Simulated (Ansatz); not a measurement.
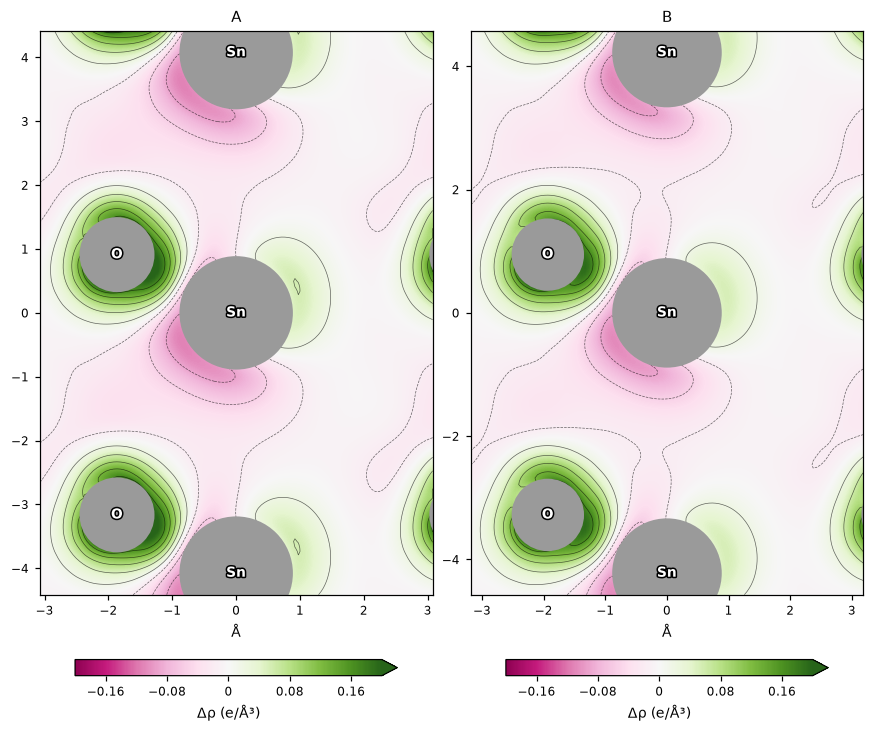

SnO: deformation density on the (100) plane of the conventional cell at two volumes, with the same fractional coordinates and one colour scale. Grey discs cover the cores. Panel A has 90 % of the volume of panel B.

Space group Pmn2_1. The cell comes from a database of computed structures, not from a measurement.

Theory: DFT PBE, scalar-relativistic, plane waves, PAW (Ansatz).

How do bonds, bonding charge and pressure respond to this change of volume?

Answer. The pressure is 0 GPa in B and 10 GPa in A.
- Bader charges in B: Sn +1.25 and O −1.25 e; in A: Sn +1.27 and O −1.27 e.
- The rearranged charge is 0.28 e an atom in B and 0.28 e in A.
- The scaled cell isn't relaxed: forces reach 1.6 eV/Å.

Run times: 35 s (base cell) and 37 s (scaled cell), on 1 thread of Intel(R) Xeon(R) 6975P-C (Granite Rapids), with other jobs on the host.
